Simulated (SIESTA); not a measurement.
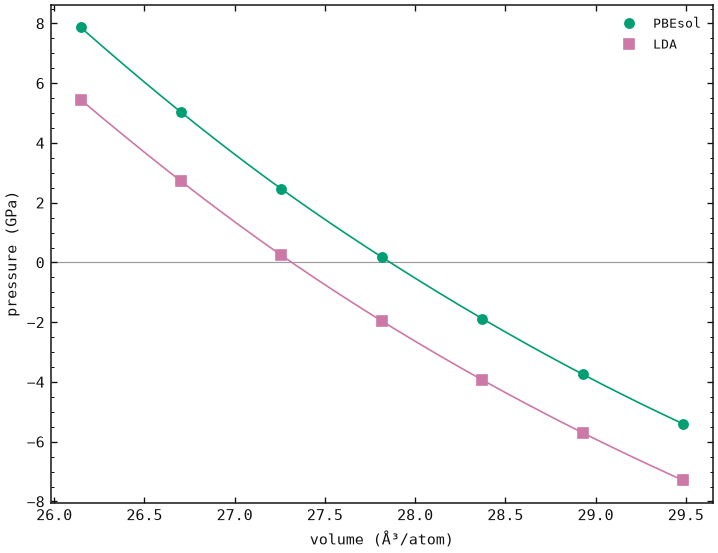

The figure shows the pressure against volume, with one curve for each functional, for WS₂ (space group P3m1).

Calculation (SIESTA 5.4.2): DFT in numerical atomic orbitals with pseudopotentials, no spin polarisation; energies at scaled volumes of the given cell, shape and fractions fixed, counted from the fit's minimum, third-order Birch-Murnaghan fit. All runs: no spin polarisation.

- k mesh: 8×8×1
- occupations: Fermi–Dirac
- smearing width: 0.05 eV
- potentials: PseudoDojo 0.4 standard, converted to PSML, two zetas on semicore shells

Question: Order the curves by fitted equilibrium volume, smallest first.

Answer: LDA 27.318, PBEsol 27.860 Å³/atom.

Question: Order the curves by fitted bulk modulus, smallest first.

Answer: PBEsol 107.9, LDA 113.0 GPa.

Keep in mind: mulliken charges of long orbitals; short basis over semicore shells; shape and atomic fractions are frozen while scaling, which makes layered, chain and framework solids too stiff.
